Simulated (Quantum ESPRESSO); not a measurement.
## NaCl (Fm-3m): phonons by linear response

How does NaCl (Fm-3m) vibrate, and is this structure a minimum?

Calculated with Quantum ESPRESSO 7.5; DFT LDA, scalar-relativistic, plane waves, PseudoDojo norm-conserving pseudopotentials.

The database entry behind the starting cell differs from later determinations by our own check (an axis about 0.4 % short against later determinations), so it need not match the best structure at ambient conditions.

### Step 1. The structure

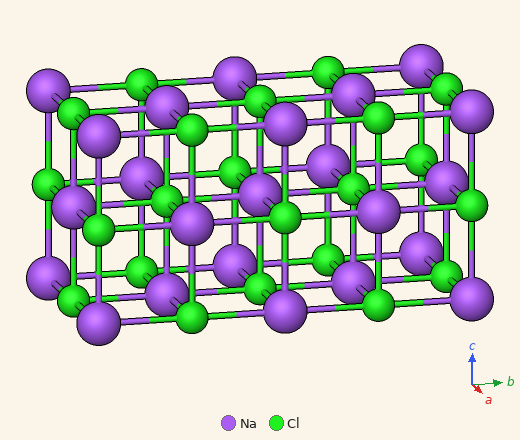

The starting structure, seen slightly off an axis (sodium purple, chlorine green). 1×2×1 cells are drawn. This picture shows the conventional cell, with its axes. Some periodic images of atoms are drawn too.

Structure file:

```cif
data_structure
_symmetry_space_group_name_H-M 'P 1'
_symmetry_Int_Tables_number 1
_cell_length_a 3.9739
_cell_length_b 3.9739
_cell_length_c 3.9739
_cell_angle_alpha 60.000
_cell_angle_beta 60.000
_cell_angle_gamma 60.000
_cell_volume 44.38
loop_
_atom_site_label
_atom_site_type_symbol
_atom_site_fract_x
_atom_site_fract_y
_atom_site_fract_z
_atom_site_occupancy
Na1 Na 0.00000 0.00000 0.00000 1
Cl2 Cl 0.50000 0.50000 0.50000 1
```

### Step 2. A first look

Before anything dear is run, a loose run with smearing shows whether this is a metal and how far the cell is from rest.

File probe.in:

```
 &control
    calculation='scf',
    prefix='x',
    outdir='./tmp',
    pseudo_dir='./pseudo',
    tprnfor=.true.,
    tstress=.true.,
    verbosity='high',
 /
 &system
    ibrav=0,
    nat=2,
    ntyp=2,
    ecutwfc=97.0,
    occupations='smearing',
    smearing='gaussian',
    degauss=0.01,
 /
 &electrons
    conv_thr=1.0d-07,
    mixing_beta=0.7,
    electron_maxstep=100,
 /
ATOMIC_SPECIES
 Na     22.9898  Na.upf
 Cl     35.4500  Cl.upf
CELL_PARAMETERS angstrom
    -2.810000000    0.000000000    2.810000000
     0.000000000    2.810000000    2.810000000
    -2.810000000    2.810000000    0.000000000
ATOMIC_POSITIONS crystal
 Na     0.000000000   0.000000000   0.000000000
 Cl     0.500000000   0.500000000   0.500000000
K_POINTS automatic
 6 6 6 0 0 0
```

Command:

```sh
> OMP_NUM_THREADS=1 mpirun -n 4 pw.x -nk 4 -in probe.in > probe.out
```

Log:

```text
[banners, grids, parts of the stress and lines that vanish by symmetry left out]
Program PWSCF v.7.5
     Message from routine setup:
     using ibrav=0 with symmetry is DISCOURAGED, use correct ibrav instead
[...]
kinetic-energy cutoff     =      97.0000  Ry
     charge density cutoff     =     388.0000  Ry
     scf convergence threshold =      1.0E-07
[...]
Exchange-correlation= SLA  PW   NOGX NOGC
                           (   1   4   0   0   0   0   0)
[...]
48 Sym. Ops., with inversion, found
[...]
(     0          1          0      )
                  (     0          0          1      )
[...]
(  0.0000000  1.0000000  0.0000000 )
                  ( -0.0000000 -0.0000000  1.0000000 )
[...]
(     1          0         -1      )
                  (     0          0         -1      )
[...]
( -0.0000000 -1.0000000 -0.0000000 )
[...]
(     0          1         -1      )
                  (     0          1          0      )
[...]
( -1.0000000  0.0000000  0.0000000 )
                  (  0.0000000  1.0000000 -0.0000000 )
[...]
number of k points=    16  Gaussian smearing, width (Ry)=  0.0100
[...]
End of self-consistent calculation
[...]
the Fermi energy is     4.4186 ev
!    total energy              =    -124.29552957 Ry
[...]
convergence has been achieved in   6 iterations
[...]
atom    1 type  1   force =    -0.00000000   -0.00000000    0.00000000
     atom    2 type  2   force =    -0.00000000   -0.00000000    0.00000000
[...]
Total force =     0.000000     Total SCF correction =     0.000000
[...]
total   stress  (Ry/bohr**3)                   (kbar)     P=      -21.81
[...]
XML data file, charge density, pseudopotentials, collected wavefunctions

   JOB DONE.
```

Wall time 3.4 s (4 MPI ranks of Arm Neoverse V2, shared host); 13 s of CPU time.

Numbers from this step:

```yaml
volume_per_atom: 22.19 Å³
pressure: -2.181 GPa
gap_on_the_k_mesh: 4.733 eV
```

A gap of 4.7 eV opens on this mesh, so the crystal is taken as an insulator; the start stands at -2.2 GPa.

### Step 3. Relaxing the cell and atoms

The relaxation runs at a cutoff a fifth above that of the response, since stress converges more slowly with the basis than frequencies do. Forces and stress are brought to rest with tight thresholds.

File relax.in:

```
 &control
    calculation='vc-relax',
    prefix='x',
    outdir='./tmp',
    pseudo_dir='./pseudo',
    tprnfor=.true.,
    tstress=.true.,
    forc_conv_thr=2.0d-05,
    etot_conv_thr=1.0d-07,
    nstep=40,
 /
 &system
    ibrav=0,
    nat=2,
    ntyp=2,
    ecutwfc=116,
    occupations='fixed',
    nbnd=10,
 /
 &electrons
    conv_thr=1.0d-11,
    mixing_beta=0.7,
    electron_maxstep=100,
 /
 &ions
 /
 &cell
    press_conv_thr=0.2,
 /
ATOMIC_SPECIES
 Na     22.9898  Na.upf
 Cl     35.4500  Cl.upf
CELL_PARAMETERS angstrom
    -2.810000000    0.000000000    2.810000000
     0.000000000    2.810000000    2.810000000
    -2.810000000    2.810000000    0.000000000
ATOMIC_POSITIONS crystal
 Na     0.000000000   0.000000000   0.000000000
 Cl     0.500000000   0.500000000   0.500000000
K_POINTS automatic
 8 8 8 0 0 0
```

Command:

```sh
> OMP_NUM_THREADS=1 mpirun -n 4 pw.x -nk 4 -in relax.in > relax.out
```

Log:

```text
[banners, grids, parts of the stress and lines that vanish by symmetry left out]
[banner, memory and clock lines left out]
Program PWSCF v.7.5

[...]
kinetic-energy cutoff     =     116.0000  Ry
     charge density cutoff     =     464.0000  Ry
     scf convergence threshold =      1.0E-11
[...]
energy convergence thresh.=      1.0E-07
     force convergence thresh. =      2.0E-05
     press convergence thresh. =      2.0E-01
     Exchange-correlation= SLA  PW   NOGX NOGC
                           (   1   4   0   0   0   0   0)
[...]
48 Sym. Ops., with inversion, found
[...]
number of k points=    29
[...]
End of self-consistent calculation
[...]
highest occupied, lowest unoccupied level (ev):     0.8999    5.6336
!    total energy              =    -124.29554535 Ry
[...]
convergence has been achieved in   8 iterations
[...]
atom    1 type  1   force =     0.00000000    0.00000000    0.00000000
     atom    2 type  2   force =     0.00000000   -0.00000000    0.00000000
     Total force =     0.000000     Total SCF correction =     0.000000
[...]
total   stress  (Ry/bohr**3)                   (kbar)     P=      -21.95
[...]
number of bfgs steps    =   0
[...]
CELL_PARAMETERS (angstrom)
[...]
ATOMIC_POSITIONS (crystal)
Na              -0.0000000000        0.0000000000       -0.0000000000
Cl               0.5000000000        0.5000000000        0.5000000000
[...]
New effective cutoffs (rho, wfc):  466.90  116.86
[...]
End of self-consistent calculation
[...]
highest occupied, lowest unoccupied level (ev):     0.9868    5.7634
!    total energy              =    -124.29601617 Ry
[...]
convergence has been achieved in   6 iterations
[...]
atom    1 type  1   force =     0.00000000    0.00000000   -0.00000000
     atom    2 type  2   force =    -0.00000000   -0.00000000   -0.00000000
     Total force =     0.000000     Total SCF correction =     0.000000
[...]
total   stress  (Ry/bohr**3)                   (kbar)     P=      -19.51
[...]
number of bfgs steps    =   1
[...]
WARNING: bfgs curvature condition failed, Theta= 0.907
[...]
CELL_PARAMETERS (angstrom)
[...]
ATOMIC_POSITIONS (crystal)
Na              -0.0000000000        0.0000000000        0.0000000000
Cl               0.5000000000        0.5000000000        0.5000000000
[...]
New effective cutoffs (rho, wfc):  472.19  118.18
[...]
End of self-consistent calculation
[...]
highest occupied, lowest unoccupied level (ev):     1.1201    5.9628
!    total energy              =    -124.29660874 Ry
[...]
convergence has been achieved in   7 iterations
[...]
atom    1 type  1   force =     0.00000000    0.00000000    0.00000000
     atom    2 type  2   force =     0.00000000    0.00000000   -0.00000000
     Total force =     0.000000     Total SCF correction =     0.000000
[...]
total   stress  (Ry/bohr**3)                   (kbar)     P=      -15.56
[...]
number of bfgs steps    =   2
[...]
CELL_PARAMETERS (angstrom)
[...]
ATOMIC_POSITIONS (crystal)
[...]
New effective cutoffs (rho, wfc):  480.29  120.21
[...]
End of self-consistent calculation
[...]
Total force =     0.000000     Total SCF correction =     0.000000
[...]
total   stress  (Ry/bohr**3)                   (kbar)     P=       -8.91
[...]
number of bfgs steps    =   3
[...]
CELL_PARAMETERS (angstrom)
[...]
ATOMIC_POSITIONS (crystal)
[...]
New effective cutoffs (rho, wfc):  491.03  122.90
[...]
End of self-consistent calculation
[...]
highest occupied, lowest unoccupied level (ev):     1.6073    6.6937
!    total energy              =    -124.29747933 Ry
[...]
convergence has been achieved in   7 iterations
[...]
atom    1 type  1   force =     0.00000000    0.00000000    0.00000000
     atom    2 type  2   force =    -0.00000000   -0.00000000   -0.00000000
     Total force =     0.000000     Total SCF correction =     0.000000
[...]
total   stress  (Ry/bohr**3)                   (kbar)     P=        1.09
[...]
number of bfgs steps    =   4
[...]
CELL_PARAMETERS (angstrom)
[...]
ATOMIC_POSITIONS (crystal)
[...]
New effective cutoffs (rho, wfc):  489.87  122.61
[...]
End of self-consistent calculation
[...]
highest occupied, lowest unoccupied level (ev):     1.5767    6.6477
!    total energy              =    -124.29748273 Ry
[...]
convergence has been achieved in   7 iterations
[...]
atom    1 type  1   force =     0.00000000    0.00000000    0.00000000
     atom    2 type  2   force =    -0.00000000   -0.00000000   -0.00000000
     Total force =     0.000000     Total SCF correction =     0.000000
[...]
total   stress  (Ry/bohr**3)                   (kbar)     P=       -0.06
[...]
number of bfgs steps    =   5
[...]
CELL_PARAMETERS (angstrom)
[...]
ATOMIC_POSITIONS (crystal)
[...]
New effective cutoffs (rho, wfc):  489.93  122.62
[...]
End of self-consistent calculation
[...]
highest occupied, lowest unoccupied level (ev):     1.5783    6.6501
!    total energy              =    -124.29748274 Ry
[...]
convergence has been achieved in   4 iterations
[...]
atom    1 type  1   force =     0.00000000    0.00000000   -0.00000000
     atom    2 type  2   force =    -0.00000000   -0.00000000    0.00000000
     Total force =     0.000000     Total SCF correction =     0.000000
[...]
total   stress  (Ry/bohr**3)                   (kbar)     P=        0.00
[...]
bfgs converged in   7 scf cycles and   6 bfgs steps
[...]
End of BFGS Geometry Optimization
     Final enthalpy           =    -124.2974827401 Ry
     File ./tmp/x.bfgs deleted, as requested
[...]
CELL_PARAMETERS (angstrom)
[...]
ATOMIC_POSITIONS (crystal)
Na               0.0000000000        0.0000000000       -0.0000000000
Cl               0.5000000000        0.5000000000        0.5000000000
[...]
Final scf calculation at the relaxed structure.
[...]
kinetic-energy cutoff     =     116.0000  Ry
     charge density cutoff     =     464.0000  Ry
     scf convergence threshold =      1.0E-13
[...]
press convergence thresh. =      2.0E-01
     Exchange-correlation= SLA  PW   NOGX NOGC
                           (   1   4   0   0   0   0   0)
[...]
48 Sym. Ops., with inversion, found
[...]
number of k points=    29
[...]
c_bands:  1 eigenvalues not converged
     c_bands:  1 eigenvalues not converged
[...]
End of self-consistent calculation
[...]
highest occupied, lowest unoccupied level (ev):     1.5783    6.6501
!    total energy              =    -124.29747536 Ry
[...]
convergence has been achieved in  11 iterations
[...]
atom    1 type  1   force =     0.00000000    0.00000000    0.00000000
     atom    2 type  2   force =     0.00000000    0.00000000    0.00000000
     Total force =     0.000000     Total SCF correction =     0.000000
[...]
total   stress  (Ry/bohr**3)                   (kbar)     P=        0.02
[...]
XML data file, charge density, pseudopotentials, collected wavefunctions
```

The job ended after 65 s (4 MPI ranks; 4.3 min of CPU time).

Relaxation path:

| step | energy less that of the first step (eV) | largest force (eV/Å) | pressure (GPa) | volume (Å³) |
| --- | --- | --- | --- | --- |
| 1 | 0.0000 | 0.0000 | -2.19 | 44.38 |
| 2 | -0.0064 | 0.0000 | -1.95 | 43.88 |
| 3 | -0.0145 | 0.0000 | -1.56 | 43.15 |
| 4 | -0.0228 | 0.0000 | -0.89 | 42.06 |
| 5 | -0.0263 | 0.0000 | 0.11 | 40.69 |
| 6 | -0.0264 | 0.0000 | -0.01 | 40.83 |
| 7 | -0.0264 | 0.0000 | 0.00 | 40.82 |
| 8 | -0.0263 | 0.0000 | 0.00 | 40.82 |

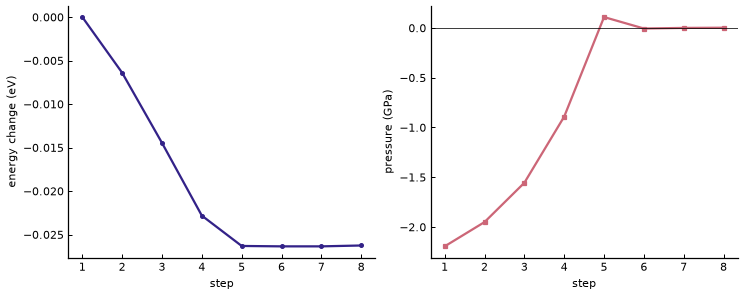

Energy and pressure along the relaxation.

| conventional cell, symmetrised | before | after | change |
| --- | --- | --- | --- |
| a (Å) | 5.620 | 5.466 | -2.7 % |
| b (Å) | 5.620 | 5.466 | -2.7 % |
| c (Å) | 5.620 | 5.466 | -2.7 % |
| volume (Å³/atom) | 22.19 | 20.41 | -8.0 % |

The relaxed structure:

```
CELL_PARAMETERS angstrom
-2.73293 0.00000 2.73293
0.00000 2.73293 2.73293
-2.73293 2.73293 0.00000
ATOMIC_POSITIONS crystal
Na 0.00000 0.00000 0.00000
Cl 0.50000 0.50000 0.50000
```

The last row of the table of steps is pw.x's closing run on a basis chosen anew for the final cell, so its energy can jump.

Read from the output:

```yaml
volume_per_atom: 20.41 Å³
pressure: 0.002 GPa
gap_on_the_k_mesh: 5.072 eV
```

The volume changes by -8.0 % from the cell with which this run began.

### Step 4. Ground state

The response is built on this ground state, so it is converged far tighter than an energy would need. With a gap, occupations are fixed, which also allows the response to an electric field.

File scf.in:

```
 &control
    calculation='scf',
    prefix='x',
    outdir='./tmp',
    pseudo_dir='./pseudo',
    tprnfor=.true.,
    tstress=.true.,
 /
 &system
    ibrav=0,
    nat=2,
    ntyp=2,
    ecutwfc=97.0,
    occupations='fixed',
    nbnd=10,
 /
 &electrons
    conv_thr=1.0d-12,
    mixing_beta=0.7,
    electron_maxstep=100,
 /
ATOMIC_SPECIES
 Na     22.9898  Na.upf
 Cl     35.4500  Cl.upf
CELL_PARAMETERS angstrom
    -2.732929578    0.000000000    2.732929578
     0.000000000    2.732929578    2.732929578
    -2.732929578    2.732929578    0.000000000
ATOMIC_POSITIONS crystal
 Na     0.000000000   0.000000000   0.000000000
 Cl     0.500000000   0.500000000   0.500000000
K_POINTS automatic
 8 8 8 0 0 0
```

Command:

```sh
> OMP_NUM_THREADS=1 mpirun -n 4 pw.x -nk 4 -in scf.in > scf.out
```

Log:

```text
[banners, grids, parts of the stress and lines that vanish by symmetry left out]
[banner, memory and clock lines left out]
Program PWSCF v.7.5

[...]
kinetic-energy cutoff     =      97.0000  Ry
     charge density cutoff     =     388.0000  Ry
     scf convergence threshold =      1.0E-12
[...]
Exchange-correlation= SLA  PW   NOGX NOGC
                           (   1   4   0   0   0   0   0)
[...]
48 Sym. Ops., with inversion, found
[...]
number of k points=    29
[...]
End of self-consistent calculation
[...]
highest occupied, lowest unoccupied level (ev):     1.5783    6.6502
!    total energy              =    -124.29746209 Ry
[...]
convergence has been achieved in  10 iterations
[...]
atom    1 type  1   force =     0.00000000    0.00000000    0.00000000
     atom    2 type  2   force =     0.00000000    0.00000000    0.00000000
     Total force =     0.000000     Total SCF correction =     0.000000
[...]
total   stress  (Ry/bohr**3)                   (kbar)     P=       -0.01
[...]
XML data file, charge density, pseudopotentials, collected wavefunctions
```

It took 6.7 s on 4 MPI ranks; 26 s of CPU time.

Numbers from this step:

```yaml
pressure: -0.001 GPa
```

The cell stands at -0.001 GPa, close enough for phonons.

[end of part 1 of 4]

[Host names and launcher messages were left out of these logs when they were recorded.]

[Logs are printed without paths, hosts, clocks, repeated set-up lines and the standing remarks that a program may print on its own settings, such as how far it seeks lower states.]

[Hosts, paths, dates, database ids (printed as entryN), source tags and the programs' standing remarks are cut or masked in the printed files.]
